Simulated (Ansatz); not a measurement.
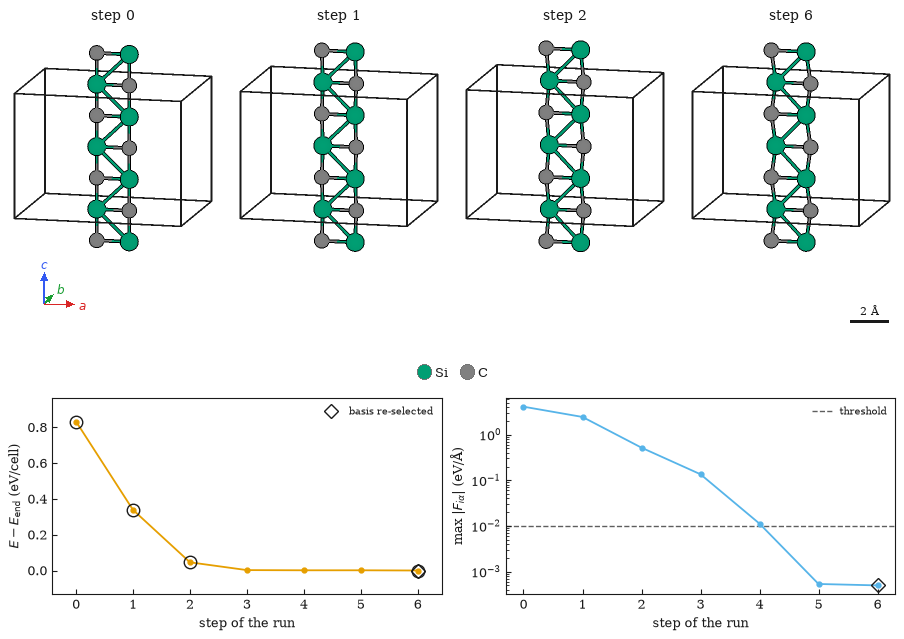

Frames of a relaxation of a wire of composition SiC, marked on the history of the run. A ball-and-stick model of the 2 repeat of the cell, with the vacuum cut short, seen slightly off an axis.

Case: ladder chain of atoms.

Method: DFT PBE, scalar-relativistic, plane waves, PAW in Ansatz 0.2.0.

Input
```yaml
crystal:
  lattice:
    - [10.8, 0.0, 0.0]
    - [0.0, 9.3, 0.0]
    - [0.0, 0.0, 3.4136657345]
  atoms:
    - { symbol: Si, position: [0.4170289578, 0.5, 0.0], spin: 0.5 }
    - { symbol: C, position: [0.4170289578, 0.5, 0.5], spin: 0.5 }
    - { symbol: C, position: [0.5829710422, 0.5, 0.0], spin: 0.5 }
    - { symbol: Si, position: [0.5829710422, 0.5, 0.5], spin: 0.5 }
basis:
  ecutwfc: 420
kpoints:
  mp_grid: { grid: [1, 1, 19] }
hamiltonian:
  xc: pbe
scf:
  occupations: { method: gaussian, width: 0.05 }
output:
  forces: true
  stress: true
  eigenvalues: true
  populations: true
  write_density: true
  write_potential: true
  elf: true
  volumetric_format: npy
magnetization:
  spin_polarized: true
relax:
  adjacent_minimum: "off"
  f_tol: 0.01
  max_steps: 45
  cell: { fix: [a, b, alpha, beta, gamma], stress_tol: 0.03 }
```

Command:
```bash
ansatz run input.yaml --threads 2 --pin off --max-ram 5120MiB --backend cpu --events-out ev --progress --plain --runs-dir out
```

Q: What happens along the run?

A: The largest moves relative to the layer's centre, 0.19 Å, are those of C2 and C3. By element the largest moves are C 0.19 Å, Si 0.06 Å. Along the periodic axis the drawn cell goes c 6.827 → 6.941 Å (+1.7 %). Near-neighbour distances that change, for instance: C2–Si4 1.792 → 1.920 Å, Si1–Si4 2.475 → 2.409 Å, C3–Si4 1.707 → 1.753 Å. Bond angles that change, for instance: C2–Si1–C2 180.0° → 163.6°, Si1–C2–Si1 180.0° → 163.6°, C2–Si1–Si4 133.6° → 144.3°. After 5 accepted moves (6 points after the start) the energy has fallen by 0.832 eV per cell of the calculation. Largest force component: 4.1 eV/Å at the start, 0.0005 eV/Å at the end. The SCF was repeated once at an unchanged geometry on a basis and grid sized afresh for the cell, which shifted the energy by 1.2 meV per cell of the calculation at most. The program noted that the starting moments weren't kept. From step 0 to 1: C atoms move most (0.05 Å), energy −0.493 eV per cell of the calculation. From step 1 to 2: C atoms move most (0.09 Å), energy −0.293 eV per cell of the calculation. From step 2 to 6: C atoms move most (0.05 Å), energy −45.7 meV per cell of the calculation.

```tsv
step	E − E(0), meV/atom	largest force component, eV/Å	note
0	0.00	4.0826	
1	-123.36	2.4320	
2	-196.53	0.5168	
3	-207.41	0.1352	
4	-207.67	0.0112	
5	-207.67	0.0005	
6	-207.97	0.0005	same geometry, new basis
```
